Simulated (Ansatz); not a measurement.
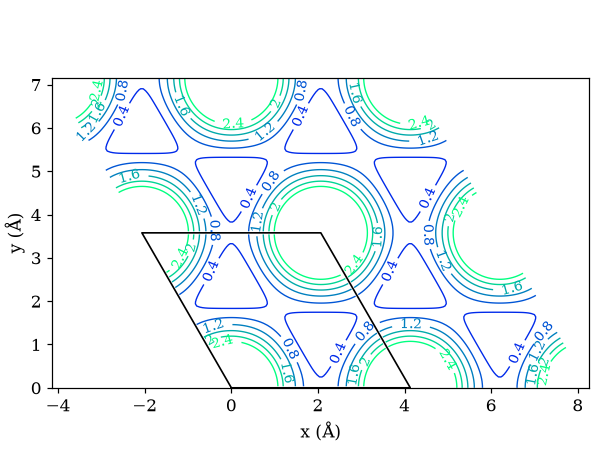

Energy landscape of a bilayer of two MgI₂ sheets (1T type), the upper one turned by 180 degrees about the normal (6 atoms in the cell). The upper layer of a bilayer is slid over the lower one; relaxed at each slide: nothing; the origin of the map has I4 above I3; the distance between the facing planes is held at 3.83 Å. Places are given modulo a cell vector. The map is drawn in real space over the plane of the slide. Grid: 9 × 9 points; 12 points were computed and 69 follow by symmetry. All energies are given in meV/Å² relative to the lowest grid point. At a held distance the lowest stacking need not be the one that binds best once the distance relaxes. Theory: Ansatz 0.2.0, DFT PBE+D3(BJ), scalar-relativistic, plane waves, PAW. Settings: cutoff 420 eV, k-mesh 9×9×1, gaussian smearing 0.05 eV, no spin polarisation.

Drawn: contour lines labelled in meV/Å² (none above 2.4), the outline of one cell of the 2 × 2 shown. Between grid points the surface is interpolated. 

> Describe this landscape.

The lowest grid point is at (3/9, 6/9) of the cell vectors; the map holds 2 wells of about this depth. No other kind of well shows on this grid. The highest grid point, (0/9, 0/9) of the cell vectors, lies 4.84 meV/Å² above the lowest. On the interpolated surface the easiest way out of the lowest well to a well of about the same depth near (6/9, 3/9) of the cell vectors passes a barrier of about 0.44 meV/Å². Facing atoms of the upper layer at the lowest point: I above Mg of a deeper plane, the Mg behind them above I; at the highest: I above I, the Mg behind them above Mg.

The input of one point:

```yaml
crystal:
  lattice:
    - [4.1311064662, 0.0, 0.0]
    - [-2.0655532331, 3.5776431455, 0.0]
    - [0.0, 0.0, 24.2265088138]
  atoms:
    - { symbol: I, position: [0.3333333333, 0.6666666667, 0.185746945] }
    - { symbol: Mg, position: [0.0, 0.0, 0.2551596374] }
    - { symbol: I, position: [0.6666666667, 0.3333333333, 0.3245723297] }
    - { symbol: I, position: [1.0, 1.0, 0.4826636185] }
    - { symbol: Mg, position: [1.3333333333, 1.6666666667, 0.5520763108] }
    - { symbol: I, position: [0.6666666667, 1.3333333333, 0.6214890032] }
basis:
  ecutwfc: 420
kpoints:
  mp_grid: { grid: [9, 9, 1] }
hamiltonian:
  xc: pbe
  dispersion: d3bj
scf:
  occupations: { method: gaussian, width: 0.05 }
output:
  forces: true
  eigenvalues: true
efield:
  axis: 3
  dipole_correction: true
  ramp_width: 0.04
```

Each point was launched as `ansatz run input.yaml --threads 1 --pin off --max-ram 3072MiB --backend cpu --events-out ev --progress --plain --runs-dir out`. Time for the 12 points that were run: 3.9 min on 1 thread of AMD EPYC 9R45 96-Core Processor (Zen 5), on a shared host.
